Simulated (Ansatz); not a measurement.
Given this structure, the end point of a relaxation with Ansatz, DFT, revPBE, plane waves (420 eV) with PAW, scalar-relativistic; the starting structure was generated, so it need not be a known form of this composition, written in its standard cell:

```cif
data_structure
_symmetry_space_group_name_H-M 'Pm-3m'
_symmetry_Int_Tables_number 221
_cell_length_a 2.3585
_cell_length_b 2.3585
_cell_length_c 2.3585
_cell_angle_alpha 90.000
_cell_angle_beta 90.000
_cell_angle_gamma 90.000
_cell_volume 13.12
loop_
_atom_site_label
_atom_site_type_symbol
_atom_site_symmetry_multiplicity
_atom_site_Wyckoff_symbol
_atom_site_fract_x
_atom_site_fract_y
_atom_site_fract_z
_atom_site_occupancy
Co1 Co 1 a 0.00000 0.00000 0.00000 1
```

### Predict the [001] zone-axis pattern (80 kV, kinematic, B = 0.3 Å²).

The spots form a square net with both shortest vectors at d = 2.36 Å, 90.0° apart. They are 1 0 0 and 0 1 0. The pattern has symmetry 4mm. No reflection of this zone is absent.

Strongest reflections with d > 0.80 Å, one of each family (|F|² from tabulated Gaussian fits of the electron scattering factors, times a small damping for the curvature of the Ewald sphere):

```
  hkl  d (Å)  I (strongest = 100)
1 0 0  2.359                  100
1 1 0  1.668                   52
2 0 0  1.179                   24
2 1 0  1.055                   18
2 2 0  0.834                    8
```

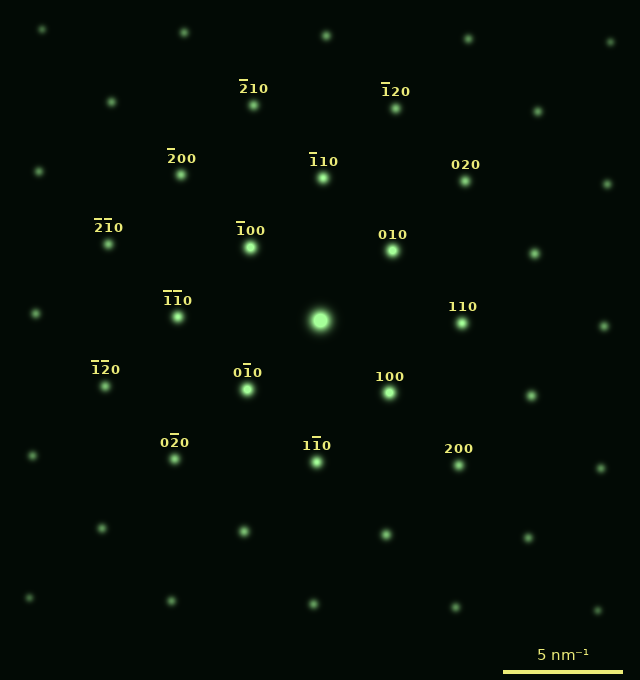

Calculated pattern, seen from the source side with [001] pointing towards the source.
